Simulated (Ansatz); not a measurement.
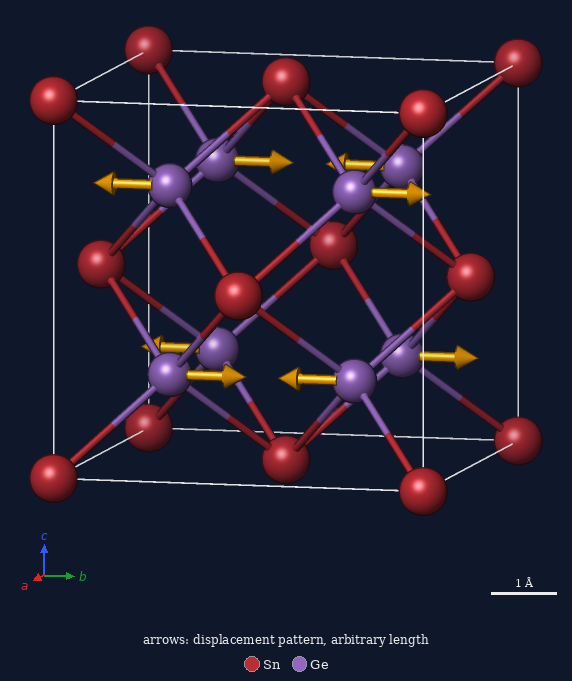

One vibrational mode of a crystal of SnGe₂ (a generated structure) relaxed at 40 GPa at the zone centre. Displacements are drawn as orange arrows; their common scale and sign are arbitrary. The picture is a ball-and-stick view of the conventional cell (4 times the calculation's cell), seen slightly off an axis. Lengths and directions refer to the drawn axes.

All numbers below come from DFT LDA, scalar-relativistic, plane waves, PAW in Ansatz 0.2.0. Set-up: plane-wave cutoff 420 eV; k-point mesh 12 × 12 × 12; occupations fermi dirac; smearing width 0.15 eV; target pressure 40 GPa; no spin polarisation.

The frequencies depend somewhat on the k-mesh and the smearing.

Describe the mode and give its frequency.

This is the T₂g mode (triply degenerate; one member of the set is drawn) at 199 cm⁻¹, the lowest optical level, Raman-active by symmetry. The Sn atoms stay at rest; all motion is along b; atoms of one kind move against one another, with no net shift of their sublattice.
